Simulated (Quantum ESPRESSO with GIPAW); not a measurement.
# 17O shielding of SiO2 (Stishovite) under strain

GIPAW runs (PBEsol, plane-wave PAW from pslibrary 1.0.0 recipes, cutoffs 55 and 330 Ry, one 5×5×7 mesh for all shielding runs; Quantum ESPRESSO with GIPAW, a patched development version; no spin-orbit coupling, no macroscopic shape term) on SiO2 (Stishovite), space group P4_2/mnm before straining. The cell below is strained in the basal plane, with the c axis held, and the atoms are relaxed in pw.x at each strain, zero included.

```xyz
6
Lattice="4.1773 0.0000 0.0000 0.0000 4.1773 0.0000 0.0000 0.0000 2.6652" Properties=species:S:1:pos:R:3 pbc="T T T"
Si    2.0886    2.0886    1.3326
Si    0.0000    0.0000    0.0000
O     3.3649    0.8124    1.3326
O     2.9011    2.9011    0.0000
O     0.8124    3.3649    1.3326
O     1.2762    1.2762    0.0000
```

The cell is an entry of the Crystallography Open Database.

The bonds are those of O (atom 3; bound to Si3). One row is withheld.

| strain (%) | mean bond (Å) | σ_iso Si (ppm) | σ_iso O (ppm) | span O (ppm) |
| --- | --- | --- | --- | --- |
| -1.5 | 1.7588 | 509.03 | 138.17 | 59.0 |
| -1.125 | 1.7628 | 508.15 | 136.70 | 60.0 |
| -0.75 | 1.7668 | ? | ? | ? |
| 0 | 1.7746 | 505.31 | 132.12 | 63.3 |
| +0.375 | 1.7785 | 504.29 | 130.56 | 64.5 |
| +0.75 | 1.7824 | 503.22 | 128.98 | 65.9 |
| +1.5 | 1.7902 | 500.98 | 125.80 | 68.9 |

**Task.** Fit σ_iso of O against strain, judge whether a straight line is enough, and predict the withheld row at -0.75 %.

1. With n = 6: Σx = 0.000, Σy = 792.33, Σx² = 6.4688, Σxy = -26.648.

2. Slope b = (nΣxy − ΣxΣy)/(nΣx² − (Σx)²) = -4.12 ppm per %, intercept a = (Σy − bΣx)/n = 132.05 ppm.

3. Residuals (run less line), in the order of the table: -0.06, +0.01, +0.07, +0.05, +0.01, -0.08 ppm. They bend in one sense; the largest is 0.6 % of the range of σ, so a line serves for most purposes and a parabola takes up the rest: σ = 132.12 − 4.128 x − 0.058 x², with residuals of 0.01 ppm or less.

4. At -0.75 % (inside the fitted range) the line gives 135.14 ppm and the parabola 135.18 ppm.

5. The run gives:

```csv
strain (%),mean bond (Å),σ_iso Si (ppm),σ_iso O (ppm),span O (ppm)
-0.75,1.7668,507.24,135.19,61.0
```

Prediction less run: the line misses by -0.05 ppm, the parabola by -0.01 ppm. By the parabola, a strain of +1 % changes σ of O by -4.19 ppm and one of −1 % by +4.07 ppm; the mean slope is -4.12 ppm per %, or 3.9 ppm for 0.01 Å of mean bond length. The shift moves the opposite way, scaled by the slope of a reference line. Over the table σ of Si goes from 509.03 to 500.98 ppm. Zero strain is the database's lattice with relaxed atoms, not this functional's rest cell, and neither cutoff nor mesh was tested for the slopes. The omitted shape term, common to all sites, changes with strain too. This build of gipaw.x prints that it is not audited and that its numbers are no references by themselves. The relaxations ran on cheaper settings and stop at small residual forces, which adds noise that small residuals can't be told from. 17O is quadrupolar, so a real line also moves with the field gradient, which is not computed here. pw.x warned of eigenvalues not converged in some cycles of these runs, which then met the threshold.

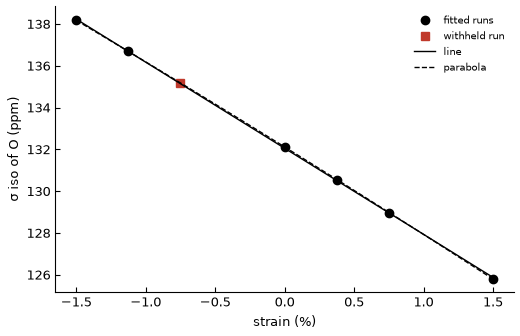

σ_iso of O against strain.

[Banner, clock, file and message-heading lines were taken out of the pw.x and gipaw.x logs.]

[Logs are printed without paths, hosts, clocks, repeated set-up lines and the standing remarks that a program may print on its own settings, such as how far it seeks lower states.]

[Hosts, paths, dates, database ids (printed as entryN), source tags and the programs' standing remarks are cut or masked in the printed files.]
